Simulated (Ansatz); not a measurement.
Input

```
crystal:
  lattice:
    - [1.765105025, -6.759281535, 0.0]
    - [1.765105025, 6.759281535, 0.0]
    - [0.0, 0.0, 3.56517397]
  atoms:
    - { symbol: Ti, position: [0.89688192, 0.10311808, 0.75] }
    - { symbol: Ti, position: [0.10311808, 0.89688192, 0.25] }
    - { symbol: Si, position: [0.55825145, 0.44174855, 0.75] }
    - { symbol: Si, position: [0.44174855, 0.55825145, 0.25] }
    - { symbol: Si, position: [0.24968518, 0.75031482, 0.75] }
    - { symbol: Si, position: [0.75031482, 0.24968518, 0.25] }
basis:
  ecutwfc: 420
kpoints:
  mp_grid: { grid: [10, 10, 10] }
hamiltonian:
  xc: pbe
scf:
  occupations: { method: gaussian, width: 0.1 }
output:
  forces: true
  stress: true
  eigenvalues: true
  write_density: true
  write_potential: true
  elf: true
  volumetric_format: npy
relax:
  adjacent_minimum: "off"
  f_tol: 0.005
  max_steps: 80
  cell: { stress_tol: 0.05 }
```

Launched as:

```sh
ansatz run input.yaml --threads 2 --pin off --max-ram 5120MiB --backend cpu --events-out ev --progress --plain --runs-dir out
```

Below, planes, directions and counts refer to the conventional cell (a = 3.55 Å, b = 13.56 Å, c = 3.58 Å, α = 90.00°, β = 90.00°, γ = 90.00°).

The fields are those of the relaxed geometry.

Space group Cmcm; a structure from a database of computed crystals, not necessarily the ambient phase; computed without spin polarisation.

Computed with Ansatz, DFT PBE, scalar-relativistic, plane waves, PAW.

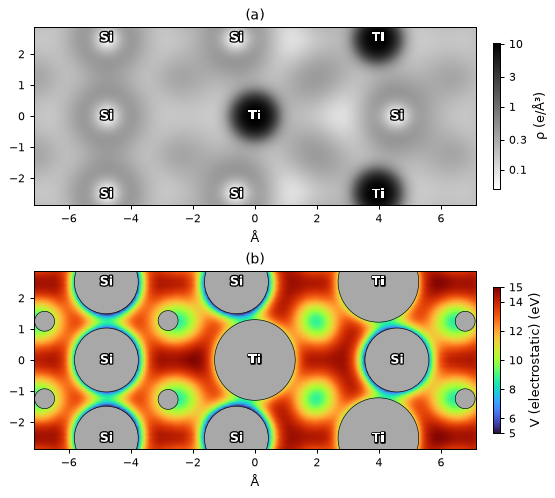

TiSi2. (a) valence charge density (pseudo); (b) electrostatic potential energy of an electron on the (101) plane of the conventional cell. Grey discs cover the atomic cores in the potential map.

In a PAW calculation such maps are meaningful between the atoms, not at the nuclei.

What does the map show?

The plane passes through Ti and Si nuclei. Ti–Si (2.59 Å): ρ is about 0.31 e/Å³ halfway. Si–Si (2.52 Å): ρ at the midpoint is about 0.39 e/Å³. Between the atoms the lowest density in this plane is 0.1 e/Å³. Outside the cores the potential energy rises away from the atoms and is highest about 1.8 Å from the nearest atoms; its zero is arbitrary.
